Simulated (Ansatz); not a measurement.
Run report: C, geometry relaxation (part 1 of 2)

The run: geometry relaxation of C (Immm, 1 atom in the cell). Method and program: DFT PBE, scalar-relativistic, plane waves, PAW, no spin polarisation (Ansatz 0.2.0).

The structure was made by a generator, so it may or may not be a known phase.

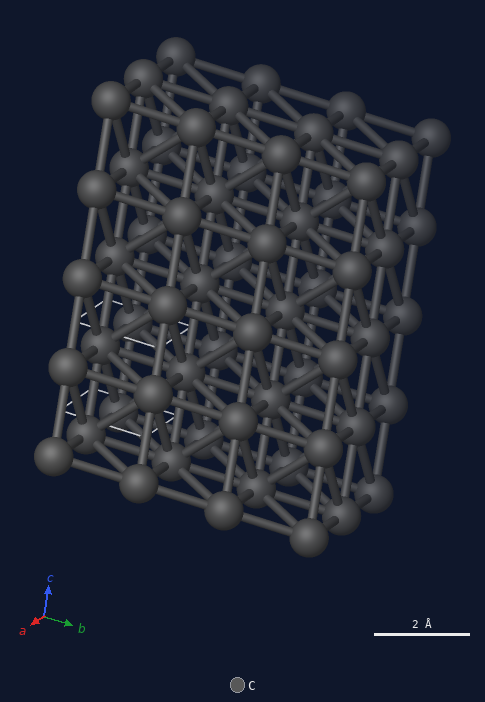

Figure 1. The structure as given in the input (ball-and-stick view of the reduced cell, repeated 3 × 4 × 4, seen slightly off an axis). An atom can appear more than once, as a periodic image.

Key numbers

| quantity | value |
| --- | --- |
| outcome | converged |
| space group (tolerance 0.01 Å) | Immm (71) → I4/mmm (139) |
| electrons treated | 4 |
| free energy | −246.5893 eV |
| Fermi energy | 11.343 eV |
| gap on the k-point mesh | none (metallic) |
| pressure | 0.03 GPa |
| final volume | 6.73 Å³ |
| largest force (length of the vector) at the end | under 0.001 eV/Å |
| final cell | a = 2.060 Å, b = 2.060 Å, c = 2.060 Å, α = 108.94°, β = 110.55°, γ = 108.93° |
| hardware | 1 thread of Intel Xeon @ 2.50GHz (Skylake/Cascade Lake), 189 GiB of memory available, shared host |
| wall time | 36 s |
| peak memory | 0.3 GiB |

Input
```yaml
crystal:
  lattice:
    - [-1.01269405, 1.02112531, 1.2929067]
    - [1.01269405, -1.02112531, 1.2929067]
    - [1.01269405, 1.02112531, -1.2929067]
  atoms:
    - { symbol: C, position: [0.0, 0.5, 0.5] }
basis:
  ecutwfc: 420
kpoints:
  mp_grid: { grid: [12, 12, 12] }
hamiltonian:
  xc: pbe
scf:
  occupations: { method: gaussian, width: 0.1 }
  lower_state_search: "off"
output:
  forces: true
  stress: true
  eigenvalues: true
relax:
  adjacent_minimum: "off"
  f_tol: 0.04
  max_steps: 70
  cell: { stress_tol: 0.4 }
```

Command:
```bash
ansatz run input.yaml --threads 1 --pin off --max-ram 2560MiB --backend cpu --events-out ev --progress --plain --runs-dir out
```

Output
```
Engine: ansatz 0.2.0, x86_64-unknown-linux-gnu
Pseudopotentials: kind: paw
Pseudopotential: C, paw, valence charge 4, recommended cutoff 420 eV (normal), C.paw.azcp
Functional definition: PBE
  parameter kappa = 0.804
  parameter beta = 0.06672455060314922
  exchange = pbe_x(kappa = kappa, mu = beta*pi^2/3)
  correlation = pbe_c(beta = beta)
Crystal: 1 atoms, lattice volume = 5.348 Å³
Basis set: ecut = 420 eV, 105 PW (Γ), exchange–correlation on 30×30×30 points (8 copies of the dense FFT grid, shifted against one another)
Bands: 6, of which v1, the nominal top of the filled ones, is band 2 counted from 1 (1 counted from 0)
Symmetry: 8 space group operations
Space group: Immm (ITA 71), of the structure as read, at distance tolerance 1.7e-5 Å
k-points: 280 of 1728
Non-local potential: C, projectors of the file, l = 0: 2, l = 1: 2, l = 2: 1
PAW form: soft (Blöchl's): semilocal exchange-correlation on the pseudo side does not see the compensation charge
PAW one-centre angular grid: C, 110 points (default); XC on 64 Gauss nodes
Initial density: superposition of atomic densities (neutral atoms: chi_scale 0, normalization atom), corrected by the library's trained network
Initial wavefunctions: pseudopotential atomic-orbital guess
Functional: x = pbe(κ = 0.804, μ = 0.2195149727645171), c = pbe(β = 0.06672455060314922)
SCF iter   1: F=—  HF=-246.071928 eV  |F-HF|=—  |Δ(HF+E_count)|=         —  Δρ=5.37e-3  dr2=5.61e-4  ethr=1.77e-3  ⟨swp⟩=4.8  Hψ=12932  notcnv=0
preconditioner: auto → none  [metal: Δε(μ)=0.008 eV  Ē_g=24.735 eV  σ=0.100 eV  W_gap=0.04  n_scr=0 (ndim 8)  ℏωp=32.1 eV  f_vac=0.000  D(μ)=0.35/eV (n_scr^D=0)]
SCF iter   2: F=—  HF=-246.072086 eV  |F-HF|=—  |Δ(HF+E_count)|=   1.57e-4  Δρ=2.45e-3  dr2=1.03e-4  ethr=1.40e-5  ⟨swp⟩=1.1  Hψ=3944  notcnv=0
SCF iter   3: F=—  HF=-246.072182 eV  |F-HF|=—  |Δ(HF+E_count)|=   9.59e-5  Δρ=1.94e-4  dr2=6.44e-7  ethr=2.59e-6  ⟨swp⟩=2.0  Hψ=2154  notcnv=0
SCF iter   4: F=—  HF=-246.072182 eV  |F-HF|=—  |Δ(HF+E_count)|=   4.91e-7  Δρ=4.56e-5  dr2=6.04e-8  ethr=1.61e-8  ⟨swp⟩=2.3  Hψ=2146  notcnv=0
iter 5 did not close the SCF: its close was put off for the readings that it lacked (scf_convergence_deferred on its scf_iter line)
SCF iter   5: F=-246.072182 eV  HF=-246.072182 eV  |F-HF|=5.86e-10  |Δ(HF+E_count)|=   1.75e-8  Δρ=8.78e-6  dr2=2.20e-9  ethr=1.51e-9  ⟨swp⟩=1.8  Hψ=2007  notcnv=0
SCF iter   6: F=-246.072182 eV  HF=-246.072182 eV  |F-HF|=9.38e-13  |Δ(HF+E_count)|=  4.34e-10  Δρ=4.52e-7  dr2=5.83e-12  ethr=5.51e-11  ⟨swp⟩=1.6  Hψ=5440  notcnv=0
SCF 1 converged in 6 iterations: F = -246.072182 eV  dr2 = 5.83e-12
  greatest PAW one-centre occupation: 0.730 electrons in one spin orbital (limit 2), on the C atom at site 0 (counted from 0), in its partial waves of l = 0
relax step   1: F+E_penalty+E_count = -246.07218218 eV  Δ(F+E_penalty+E_count) = +0.000e0 eV  max|allowed force component| = 0.000e0 eV/Å  Δτ_max = 0.0000 Å  P = +77.020 GPa  Ω = 5.348 Å³  (6 SCF iters, dr2 threshold 1.00e-7 eV, accepted)
Crystal: 1 atoms, lattice volume = 5.791 Å³
Initial density: handed on by an earlier stage of this run
Initial wavefunctions: those handed on with the density
iter 1 solved again at ethr=4.54e-5 eV; its pass at ethr=3.10e-3 eV (dr2=1.81e-3 eV) is discarded
SCF iter   1: F=—  HF=-246.330703 eV  |F-HF|=—  |Δ(HF+E_count)|=         —  Δρ=7.78e-3  dr2=1.75e-3  ethr=4.54e-5  ⟨swp⟩=1.0  Hψ=17023  notcnv=0
preconditioner: auto → none  [metal: Δε(μ)=0.073 eV  Ē_g=23.559 eV  σ=0.100 eV  W_gap=0.37  n_scr=0 (ndim 8)  ℏωp=30.9 eV  f_vac=0.000  D(μ)=0.25/eV (n_scr^D=0)]
SCF iter   2: F=—  HF=-246.330512 eV  |F-HF|=—  |Δ(HF+E_count)|=   1.91e-4  Δρ=3.36e-3  dr2=3.20e-4  ethr=4.36e-5  ⟨swp⟩=1.0  Hψ=1680  notcnv=0
SCF iter   3: F=—  HF=-246.330506 eV  |F-HF|=—  |Δ(HF+E_count)|=   5.91e-6  Δρ=1.73e-4  dr2=6.24e-7  ethr=8.00e-6  ⟨swp⟩=1.0  Hψ=1702  notcnv=0
SCF iter   4: F=—  HF=-246.330506 eV  |F-HF|=—  |Δ(HF+E_count)|=   4.45e-7  Δρ=1.45e-5  dr2=3.99e-9  ethr=2.50e-9  ⟨swp⟩=5.0  Hψ=8660  notcnv=0
SCF iter   5: F=-246.330506 eV  HF=-246.330506 eV  |F-HF|=8.30e-12  |Δ(HF+E_count)|=   1.48e-9  Δρ=1.11e-6  dr2=3.03e-11  ethr=9.97e-11  ⟨swp⟩=1.6  Hψ=4720  notcnv=0
SCF 2 converged in 5 iterations: F = -246.330506 eV  dr2 = 3.03e-11
  greatest PAW one-centre occupation: 0.728 electrons in one spin orbital (limit 2), on the C atom at site 0 (counted from 0), in its partial waves of l = 0
relax step   2: F+E_penalty+E_count = -246.33050620 eV  Δ(F+E_penalty+E_count) = -2.583e-1 eV  max|allowed force component| = 0.000e0 eV/Å  Δτ_max = 0.0000 Å  P = +40.929 GPa  Ω = 5.791 Å³  energy of the carried Pulay correction = -1.378e-3 eV  (5 SCF iters, dr2 threshold 1.00e-7 eV, accepted)
Crystal: 1 atoms, lattice volume = 6.171 Å³
Basis set: ecut = 420 eV, 121 PW (Γ), exchange–correlation on 30×30×30 points (8 copies of the dense FFT grid, shifted against one another)
iter 1 solved again at ethr=4.06e-5 eV; its pass at ethr=3.10e-3 eV (dr2=1.63e-3 eV) is discarded
SCF iter   1: F=—  HF=-246.460821 eV  |F-HF|=—  |Δ(HF+E_count)|=         —  Δρ=7.77e-3  dr2=1.56e-3  ethr=4.06e-5  ⟨swp⟩=1.0  Hψ=16924  notcnv=0
preconditioner: auto → none  [metal: Δε(μ)=0.009 eV  Ē_g=22.679 eV  σ=0.100 eV  W_gap=0.05  n_scr=0 (ndim 8)  ℏωp=29.9 eV  f_vac=0.000  D(μ)=0.63/eV (n_scr^D=12)]
SCF iter   2: F=—  HF=-246.460734 eV  |F-HF|=—  |Δ(HF+E_count)|=   8.66e-5  Δρ=3.57e-3  dr2=3.04e-4  ethr=3.89e-5  ⟨swp⟩=1.0  Hψ=1680  notcnv=0
SCF iter   3: F=—  HF=-246.460756 eV  |F-HF|=—  |Δ(HF+E_count)|=   2.23e-5  Δρ=2.48e-4  dr2=1.26e-6  ethr=7.60e-6  ⟨swp⟩=1.1  Hψ=1723  notcnv=0
SCF iter   4: F=—  HF=-246.460757 eV  |F-HF|=—  |Δ(HF+E_count)|=   6.57e-7  Δρ=5.50e-6  dr2=8.15e-10  ethr=2.50e-9  ⟨swp⟩=4.8  Hψ=8506  notcnv=0
SCF iter   5: F=-246.460757 eV  HF=-246.460757 eV  |F-HF|=6.08e-12  |Δ(HF+E_count)|=  7.54e-11  Δρ=5.24e-7  dr2=4.12e-12  ethr=2.04e-11  ⟨swp⟩=1.0  Hψ=4735  notcnv=0
SCF 3 converged in 5 iterations: F = -246.460757 eV  dr2 = 4.12e-12
  greatest PAW one-centre occupation: 0.726 electrons in one spin orbital (limit 2), on the C atom at site 0 (counted from 0), in its partial waves of l = 0
relax step   3: F+E_penalty+E_count = -246.46075714 eV  Δ(F+E_penalty+E_count) = -1.303e-1 eV  max|allowed force component| = 0.000e0 eV/Å  Δτ_max = 0.0000 Å  P = +17.384 GPa  Ω = 6.171 Å³  energy of the carried Pulay correction = -2.429e-3 eV  (5 SCF iters, dr2 threshold 1.00e-7 eV, accepted)
Crystal: 1 atoms, lattice volume = 6.250 Å³
Basis set: ecut = 420 eV, 137 PW (Γ), exchange–correlation on 30×30×30 points (8 copies of the dense FFT grid, shifted against one another)
iter 1 solved again at ethr=2.48e-5 eV; its pass at ethr=3.10e-3 eV (dr2=9.94e-4 eV) is discarded
SCF iter   1: F=—  HF=-246.538385 eV  |F-HF|=—  |Δ(HF+E_count)|=         —  Δρ=7.34e-3  dr2=9.72e-4  ethr=2.48e-5  ⟨swp⟩=1.0  Hψ=17379  notcnv=0
preconditioner: auto → none  [metal: Δε(μ)=0.038 eV  Ē_g=22.546 eV  σ=0.100 eV  W_gap=0.21  n_scr=0 (ndim 8)  ℏωp=29.7 eV  f_vac=0.000  D(μ)=0.42/eV (n_scr^D=0)]
SCF iter   2: F=—  HF=-246.538565 eV  |F-HF|=—  |Δ(HF+E_count)|=   1.80e-4  Δρ=3.68e-3  dr2=2.44e-4  ethr=2.43e-5  ⟨swp⟩=1.0  Hψ=1680  notcnv=0
SCF iter   3: F=—  HF=-246.538637 eV  |F-HF|=—  |Δ(HF+E_count)|=   7.17e-5  Δρ=6.03e-5  dr2=1.10e-7  ethr=6.10e-6  ⟨swp⟩=1.0  Hψ=1680  notcnv=0
SCF iter   4: F=—  HF=-246.538638 eV  |F-HF|=—  |Δ(HF+E_count)|=   8.39e-7  Δρ=3.29e-6  dr2=2.39e-10  ethr=2.50e-9  ⟨swp⟩=4.2  Hψ=7458  notcnv=0
SCF iter   5: F=-246.538638 eV  HF=-246.538638 eV  |F-HF|=3.58e-12  |Δ(HF+E_count)|=  9.02e-11  Δρ=4.77e-7  dr2=3.04e-12  ethr=5.97e-12  ⟨swp⟩=1.0  Hψ=4446  notcnv=0
SCF 4 converged in 5 iterations: F = -246.538638 eV  dr2 = 3.04e-12
  greatest PAW one-centre occupation: 0.729 electrons in one spin orbital (limit 2), on the C atom at site 0 (counted from 0), in its partial waves of l = 0
relax step   4: F+E_penalty+E_count = -246.53863777 eV  Δ(F+E_penalty+E_count) = -7.788e-2 eV  max|allowed force component| = 0.000e0 eV/Å  Δτ_max = 0.0000 Å  P = +13.319 GPa  Ω = 6.250 Å³  energy of the carried Pulay correction = -2.247e-3 eV  (5 SCF iters, dr2 threshold 1.00e-7 eV, accepted)
Crystal: 1 atoms, lattice volume = 6.442 Å³
Basis set: ecut = 420 eV, 135 PW (Γ), exchange–correlation on 30×30×30 points (8 copies of the dense FFT grid, shifted against one another)
iter 1 solved again at ethr=9.18e-6 eV; its pass at ethr=3.10e-3 eV (dr2=3.67e-4 eV) is discarded
SCF iter   1: F=—  HF=-246.555641 eV  |F-HF|=—  |Δ(HF+E_count)|=         —  Δρ=3.82e-3  dr2=3.58e-4  ethr=9.18e-6  ⟨swp⟩=1.1  Hψ=16243  notcnv=0
preconditioner: auto → none  [metal: Δε(μ)=0.030 eV  Ē_g=22.139 eV  σ=0.100 eV  W_gap=0.16  n_scr=0 (ndim 8)  ℏωp=29.3 eV  f_vac=0.000  D(μ)=0.18/eV (n_scr^D=0)]
SCF iter   2: F=—  HF=-246.555655 eV  |F-HF|=—  |Δ(HF+E_count)|=   1.44e-5  Δρ=1.78e-3  dr2=7.09e-5  ethr=8.95e-6  ⟨swp⟩=1.0  Hψ=1680  notcnv=0
SCF iter   3: F=—  HF=-246.555672 eV  |F-HF|=—  |Δ(HF+E_count)|=   1.74e-5  Δρ=1.22e-4  dr2=2.92e-7  ethr=1.77e-6  ⟨swp⟩=1.8  Hψ=2029  notcnv=0
SCF iter   4: F=-246.555673 eV  HF=-246.555673 eV  |F-HF|=6.66e-11  |Δ(HF+E_count)|=   1.88e-7  Δρ=4.20e-6  dr2=5.00e-10  ethr=2.50e-9  ⟨swp⟩=4.3  Hψ=8169  notcnv=0
SCF 5 converged in 4 iterations: F = -246.555673 eV  dr2 = 5.00e-10
  greatest PAW one-centre occupation: 0.731 electrons in one spin orbital (limit 2), on the C atom at site 0 (counted from 0), in its partial waves of l = 0
relax step   5: F+E_penalty+E_count = -246.55567251 eV  Δ(F+E_penalty+E_count) = -1.703e-2 eV  max|allowed force component| = 0.000e0 eV/Å  Δτ_max = 0.0000 Å  P = +5.748 GPa  Ω = 6.442 Å³  energy of the carried Pulay correction = -2.755e-3 eV  (4 SCF iters, dr2 threshold 1.00e-7 eV, accepted)
Crystal: 1 atoms, lattice volume = 6.642 Å³
iter 1 solved again at ethr=5.20e-6 eV; its pass at ethr=3.10e-3 eV (dr2=2.08e-4 eV) is discarded
SCF iter   1: F=—  HF=-246.556173 eV  |F-HF|=—  |Δ(HF+E_count)|=         —  Δρ=2.66e-3  dr2=2.03e-4  ethr=5.20e-6  ⟨swp⟩=1.4  Hψ=16317  notcnv=0
preconditioner: auto → none  [metal: Δε(μ)=0.008 eV  Ē_g=21.736 eV  σ=0.100 eV  W_gap=0.04  n_scr=0 (ndim 8)  ℏωp=28.8 eV  f_vac=0.000  D(μ)=0.36/eV (n_scr^D=0)]
SCF iter   2: F=—  HF=-246.556183 eV  |F-HF|=—  |Δ(HF+E_count)|=   1.02e-5  Δρ=1.19e-3  dr2=3.65e-5  ethr=5.08e-6  ⟨swp⟩=1.0  Hψ=1680  notcnv=0
SCF iter   3: F=—  HF=-246.556196 eV  |F-HF|=—  |Δ(HF+E_count)|=   1.29e-5  Δρ=1.04e-4  dr2=2.05e-7  ethr=9.12e-7  ⟨swp⟩=2.0  Hψ=2214  notcnv=0
SCF iter   4: F=-246.556196 eV  HF=-246.556196 eV  |F-HF|=1.15e-11  |Δ(HF+E_count)|=   2.46e-7  Δρ=4.80e-6  dr2=6.23e-10  ethr=2.50e-9  ⟨swp⟩=4.1  Hψ=8146  notcnv=0
SCF 6 converged in 4 iterations: F = -246.556196 eV  dr2 = 6.23e-10
  greatest PAW one-centre occupation: 0.733 electrons in one spin orbital (limit 2), on the C atom at site 0 (counted from 0), in its partial waves of l = 0
relax step   6: F+E_penalty+E_count = -246.55619639 eV  Δ(F+E_penalty+E_count) = -5.239e-4 eV  max|allowed force component| = 0.000e0 eV/Å  Δτ_max = 0.0000 Å  P = -1.351 GPa  Ω = 6.642 Å³  energy of the carried Pulay correction = -3.230e-3 eV  (4 SCF iters, dr2 threshold 1.00e-7 eV, accepted)
Crystal: 1 atoms, lattice volume = 6.624 Å³
iter 1 solved again at ethr=8.63e-7 eV; its pass at ethr=3.10e-3 eV (dr2=3.45e-5 eV) is discarded
SCF iter   1: F=—  HF=-246.560140 eV  |F-HF|=—  |Δ(HF+E_count)|=         —  Δρ=1.46e-3  dr2=4.09e-5  ethr=8.63e-7  ⟨swp⟩=2.0  Hψ=16275  notcnv=0
preconditioner: auto → none  [metal: Δε(μ)=0.037 eV  Ē_g=21.770 eV  σ=0.100 eV  W_gap=0.21  n_scr=0 (ndim 8)  ℏωp=28.9 eV  f_vac=0.000  D(μ)=0.32/eV (n_scr^D=0)]
SCF iter   2: F=—  HF=-246.560140 eV  |F-HF|=—  |Δ(HF+E_count)|=   1.84e-7  Δρ=6.84e-4  dr2=8.38e-6  ethr=8.63e-7  ⟨swp⟩=1.0  Hψ=1680  notcnv=0
SCF iter   3: F=-246.560140 eV  HF=-246.560140 eV  |F-HF|=1.10e-8  |Δ(HF+E_count)|=   8.62e-7  Δρ=2.58e-5  dr2=8.14e-9  ethr=2.50e-9  ⟨swp⟩=3.0  Hψ=5323  notcnv=0
SCF 7 converged in 3 iterations: F = -246.560140 eV  dr2 = 8.14e-9
relax step   7: F+E_penalty+E_count = -246.56014042 eV  Δ(F+E_penalty+E_count) = -3.944e-3 eV  max|allowed force component| = 0.000e0 eV/Å  Δτ_max = 0.0000 Å  P = -0.612 GPa  Ω = 6.624 Å³  energy of the carried Pulay correction = -3.258e-3 eV  (3 SCF iters, dr2 threshold 1.00e-7 eV, accepted)
Crystal: 1 atoms, lattice volume = 6.608 Å³
iter 1 solved again at ethr=3.20e-8 eV; its pass at ethr=3.10e-3 eV (dr2=1.28e-6 eV) is discarded
SCF iter   1: F=—  HF=-246.560358 eV  |F-HF|=—  |Δ(HF+E_count)|=         —  Δρ=2.19e-4  dr2=1.17e-6  ethr=3.20e-8  ⟨swp⟩=2.1  Hψ=15414  notcnv=0
preconditioner: auto → none  [metal: Δε(μ)=0.082 eV  Ē_g=21.802 eV  σ=0.100 eV  W_gap=0.44  n_scr=0 (ndim 8)  ℏωp=28.9 eV  f_vac=0.000  D(μ)=0.29/eV (n_scr^D=0)]
SCF iter   2: F=—  HF=-246.560358 eV  |F-HF|=—  |Δ(HF+E_count)|=   3.07e-8  Δρ=1.05e-4  dr2=2.45e-7  ethr=2.92e-8  ⟨swp⟩=1.0  Hψ=1680  notcnv=0
SCF iter   3: F=-246.560358 eV  HF=-246.560358 eV  |F-HF|=7.12e-10  |Δ(HF+E_count)|=   1.17e-7  Δρ=6.72e-6  dr2=9.20e-10  ethr=2.50e-9  ⟨swp⟩=3.0  Hψ=3635  notcnv=0
SCF 8 converged in 3 iterations: F = -246.560358 eV  dr2 = 9.20e-10
  greatest PAW one-centre occupation: 0.732 electrons in one spin orbital (limit 2), on the C atom at site 0 (counted from 0), in its partial waves of l = 0
relax step   8: F+E_penalty+E_count = -246.56035769 eV  Δ(F+E_penalty+E_count) = -2.173e-4 eV  max|allowed force component| = 0.000e0 eV/Å  Δτ_max = 0.0000 Å  P = -0.105 GPa  Ω = 6.608 Å³  energy of the carried Pulay correction = -3.212e-3 eV  (3 SCF iters, dr2 threshold 1.00e-7 eV, accepted)
Crystal: 1 atoms, lattice volume = 6.599 Å³
iter 1 solved again at ethr=1.07e-8 eV; its pass at ethr=3.10e-3 eV (dr2=4.27e-7 eV) is discarded
```
